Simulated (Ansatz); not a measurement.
**LaB₆: density, localisation and related maps**

The calculation's input:

```
crystal:
  lattice:
    - [4.157, 0.0, 0.0]
    - [0.0, 4.157, 0.0]
    - [0.0, 0.0, 4.157]
  atoms:
    - { symbol: La, position: [0.0, 0.0, 0.0] }
    - { symbol: B, position: [0.1975, 0.5, 0.5] }
    - { symbol: B, position: [0.5, 0.1975, 0.5] }
    - { symbol: B, position: [0.8025, 0.5, 0.5] }
    - { symbol: B, position: [0.5, 0.8025, 0.5] }
    - { symbol: B, position: [0.5, 0.5, 0.1975] }
    - { symbol: B, position: [0.5, 0.5, 0.8025] }
basis:
  ecutwfc: 420
kpoints:
  mp_grid: { grid: [8, 8, 8] }
hamiltonian:
  xc: pbe
scf:
  occupations: { method: gaussian, width: 0.1 }
output:
  forces: true
  stress: true
  eigenvalues: true
  write_density: true
  write_potential: true
  elf: true
  volumetric_format: npy
relax:
  adjacent_minimum: "off"
  f_tol: 0.005
  max_steps: 80
  cell: { stress_tol: 0.05 }
```

Command:

```sh
ansatz run input.yaml --threads 2 --pin off --max-ram 5120MiB --backend cpu --events-out ev --progress --plain --runs-dir out
```

Below, planes, directions and counts refer to the conventional cell (a = 4.15 Å, b = 4.15 Å, c = 4.15 Å, α = 90.00°, β = 90.00°, γ = 90.00°).

The fields are those of the relaxed geometry.

Space group Pm-3m; computed without spin polarisation.

These are results of Ansatz 0.2.0, DFT PBE, scalar-relativistic, plane waves, PAW, not measurements.

In a PAW calculation such maps are meaningful between the atoms, not at the nuclei.

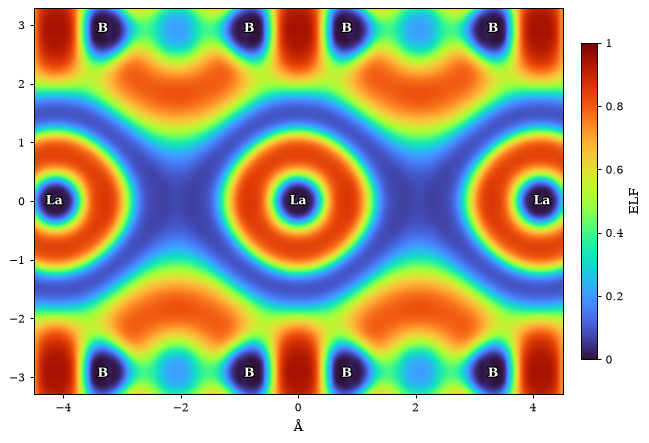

Figure 1. ELF on the (110) plane of the conventional cell.

### Describe what can be read from this map.

- The section cuts through La and B sites.
- Atoms just off the plane (B, 0.9 Å away) can leave unmarked features too.
- B–B (1.66 Å): the ELF peaks at about 0.95 between the atoms.
- La–B (3.05 Å): the ELF peaks at about 0.55 in the valence shell of B, 0.8 Å from its nucleus, and drops to about 0.10 between the two atoms: no localised pair shows between them.
- The features right at La lie inside the PAW spheres, where the map follows smoothed inner orbitals and isn't to be read closely.

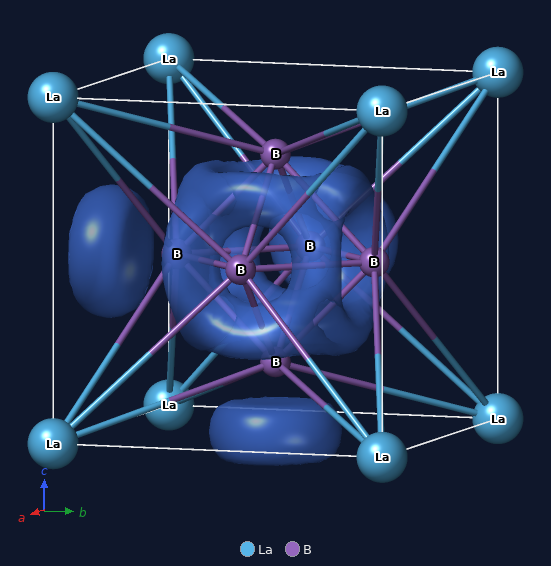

Figure 2. Isosurface of the ELF at 0.7 (blue), seen slightly off an axis. Core shells and regions of very low density are left out. Sticks mark near contacts.

### Describe the localisation domains.

At this value the surface marks out three regions between bonded B–B atoms and one pocket between the atoms, centred on no nucleus (multi-centre or interstitial), counted in one cell of 7 atoms. Any copies at cell faces, edges or corners count once.

### Does the calculation make it a metal, or give it a gap?

It is metallic or semimetallic at this level of theory: no gap opens.
